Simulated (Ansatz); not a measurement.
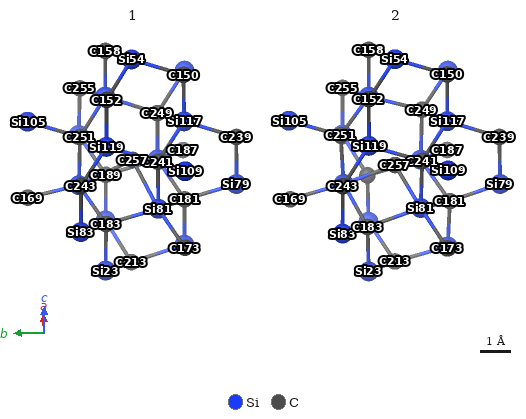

Two geometries of a defect cell of composition Si128C129 (cell charge −1), drawn at one scale. One is the start of a relaxation, the other its converged end. Style: ball-and-stick. Shown: the atoms within 4.2 Å of the atom that moves most (axes of the cell of the calculation (origin shifted)), from a free direction.

Theory: DFT, PBEsol, PAW, plane waves in Ansatz. (plane-wave cutoff 420 eV; k-point mesh 1 × 1 × 1; mesh shifted by (0.25, 0.25, 0.25); collinear spin; atoms relaxed in a fixed cell; force threshold 0.03 eV/Å; at most 80 steps)

> Which of the two is the end point?

Structure 2 is the relaxed one. After 4 geometry steps the energy has fallen by 4.861 eV per cell of the calculation. The largest force component goes from 2.1 to 0.016 eV/Å. The largest move is that of a C atom, 0.21 Å roughly along −c. By element the largest moves are C 0.21 Å, Si 0.08 Å. The cell doesn't change. Near-neighbour distances that change, for instance: C–Si 2.086 → 1.907 Å, C–Si 2.040 → 1.909 Å, C–Si 1.868 → 1.973 Å, C–Si 2.009 → 1.904 Å. Among the angles between lasting bonds that change: C–Si–C 60.1° → 69.5°, Si–C–Si 111.2° → 102.5°, C–Si–C 61.1° → 69.3°. The run took 39 s on 1 × NVIDIA GB300 Max-Q with 8 threads of Arm Neoverse-V2, peak memory 3 GiB.

Limits of the set-up: the cell is charged, on a uniform background, and energies carry no finite-size correction.
